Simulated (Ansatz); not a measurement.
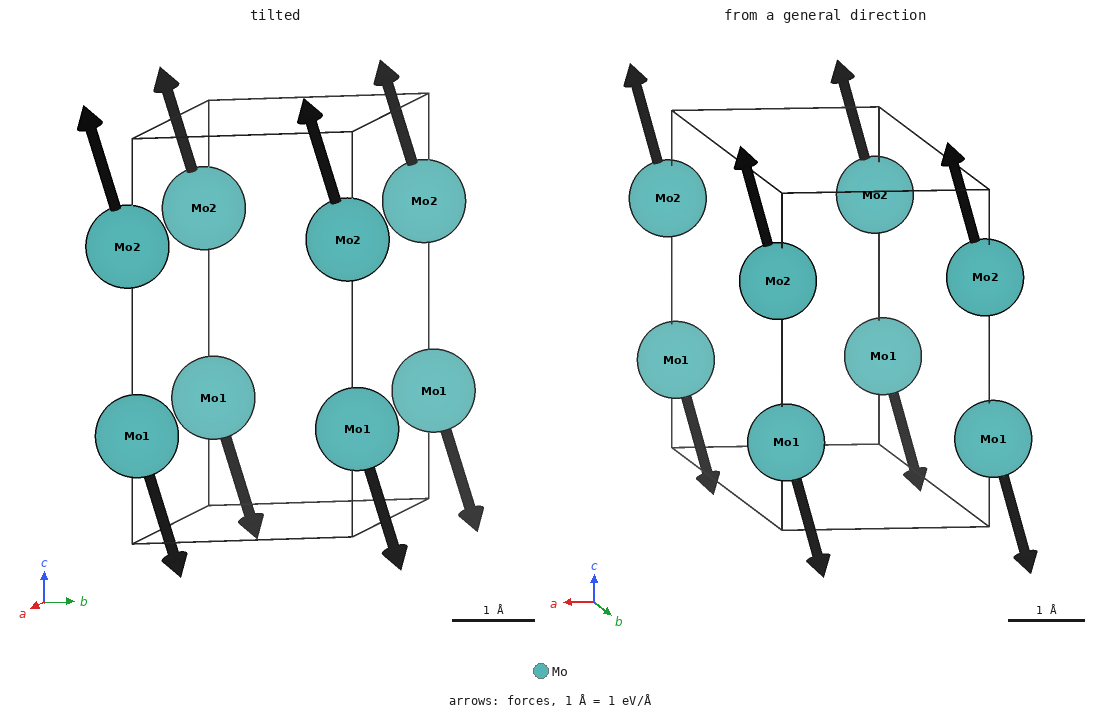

Spheres-only representation of a periodic structure, projected slightly off an axis and from a general direction. Atoms at the boundary of the simulation cell (the box) are drawn once for each face, edge or corner they touch. The arrows are the computed forces on the atoms.

System: Mo. Method used: DFT r2SCAN, scalar-relativistic, plane waves, PAW in Ansatz 0.2.0. It ran with a 500 eV plane-wave basis, k-point mesh 12×12×8, Gaussian smearing of 0.15 eV, no spin polarisation.

Judging by the arrows, is the geometry relaxed?

No. The atoms still feel forces of up to about 1.5 eV/Å, far above a usual threshold of 0.01 to 0.03 eV/Å.

On which atom is the force largest?

Mo1 and Mo2, about 1.5 eV/Å.

Starting structure: a structure listed in the Materials Project. The cell was then strained or its atoms displaced on purpose. A calculation with Ansatz used it as input.
